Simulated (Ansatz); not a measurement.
Consider Ir.

The calculation's input:

```
crystal:
  lattice:
    - [4.1667188407, 0.0, 0.0]
    - [-2.0833594203, 3.6084843665, 0.0]
    - [0.0, 0.0, 2.5718621519]
  atoms:
    - { symbol: Ir, position: [0.0, 0.0, 0.0], spin: 1.0 }
    - { symbol: Ir, position: [0.3333333333, 0.6666666667, 0.5], spin: 1.0 }
    - { symbol: Ir, position: [0.6666666667, 0.3333333333, 0.5], spin: 1.0 }
hamiltonian:
  xc: mr2scan
  pseudopotentials:
    kind: paw
    azcp:
      Ir: "pseudopotentials/Ir.paw.azcp"
basis:
  ecutwfc: 500
  fft_grid_basis: typed
kpoints:
  mp_grid: { grid: [10, 10, 13], shift: [0, 0, 0] }
magnetization:
  spin_polarized: true
scf:
  occupations: { method: fermi_dirac, width: 0.05 }
  lower_state_search: "off"
output:
  stress: true
  write_density: true
  write_potential: true
  elf: true
  volumetric_format: npy
```

Launched as:

```sh
ansatz run input.yaml --threads 2 --pin off --max-ram 6144MiB --backend cpu --events-out ev --progress --plain --runs-dir out
```

Below, planes, directions and counts refer to the conventional cell (a = 4.17 Å, b = 4.17 Å, c = 2.57 Å, α = 90.00°, β = 90.00°, γ = 120.00°).

Space group P6/mmm; set up as Ir, omega (AlB2-type); a generated structure, not necessarily the stable one; changed on purpose from its base cell (volume × 0.88); computed pressure about 62 GPa in this cell; the program warned that a starting moment wasn't kept; spin-polarised, but the moments vanished.

Level of theory: Ansatz 0.2.0, DFT, m-r2SCAN, plane waves (500 eV) with PAW, scalar-relativistic.

What can the converged valence pseudo-density and electron localisation function tell about the bonding?

Answer. Ir–Ir (2.57 Å): ρ at the midpoint is about 0.56 e/Å³; the ELF is about 0.35 at the midpoint.

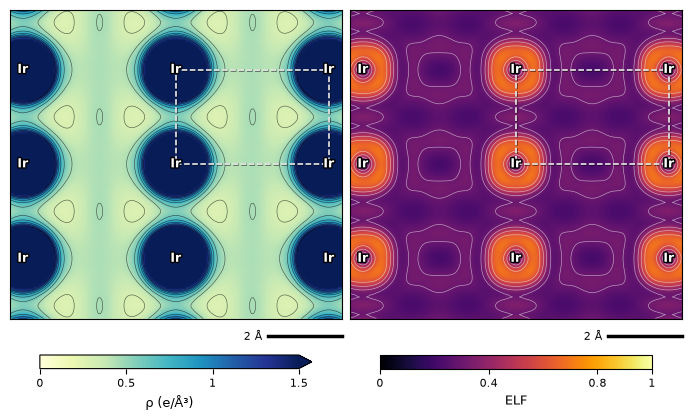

Computed valence pseudo-density and electron localisation function on the (100) plane of the conventional cell, in this order. 

In a PAW calculation such maps are meaningful between the atoms, not at the nuclei.
